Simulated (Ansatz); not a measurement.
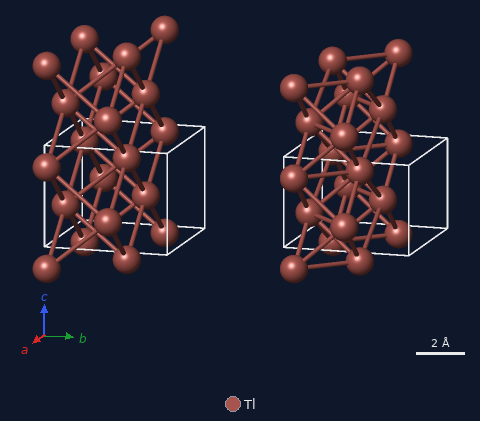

Two geometries of crystalline Tl (a generated structure, set up in P4_2/mcm) (coarse preliminary run), drawn at one scale. One is the start of a relaxation, the other its converged end. A ball-and-stick model of the cell of the calculation, repeated 2 × 1 × 2 with one cell outlined, seen slightly off an axis.

These are results of DFT PBE, scalar-relativistic, plane waves, PAW in Ansatz, not measurements. Set-up: plane-wave cutoff 420 eV; k-point mesh 4 × 4 × 4; occupations gaussian; smearing width 0.1 eV; no spin polarisation; cell and atoms relaxed; force threshold 0.04 eV/Å; at most 70 steps.

**Which geometry has the lower energy?**

The left one is the relaxed one. The largest moves relative to the cell, 0.37 Å, are those of Tl atoms. The drawn cell changes as follows: a = b 5.487 → 5.376 Å (−2.0 %), c 3.886 → 4.360 Å (+12.2 %); the volume changes by +7.7 %. Near-neighbour distances that change, for instance: Tl–Tl 3.121 → 3.797 Å, Tl–Tl 2.940 → 3.459 Å, Tl–Tl 3.813 → 3.464 Å. Bond angles that change, for instance: Tl–Tl–Tl 82.7° → 78.2°, Tl–Tl–Tl 115.9° → 113.4°, Tl–Tl–Tl 64.1° → 66.6°. The space group (tolerance 0.01 Å) goes from P4_2/mcm (No. 132) to I4/mmm (No. 139). The energy falls by 477 meV per atom in 5 accepted moves (6 points after the start). Largest force component: 2.1 eV/Å at the start, 0.0026 eV/Å at the end. The pressure goes from 11.00 to 0.04 GPa. The SCF was repeated once at an unchanged geometry on a basis and grid sized afresh for the cell, which shifted the energy by 0.7 meV per atom at most.

Limits of the set-up: the k-point mesh is coarse for a cell with partly filled bands.
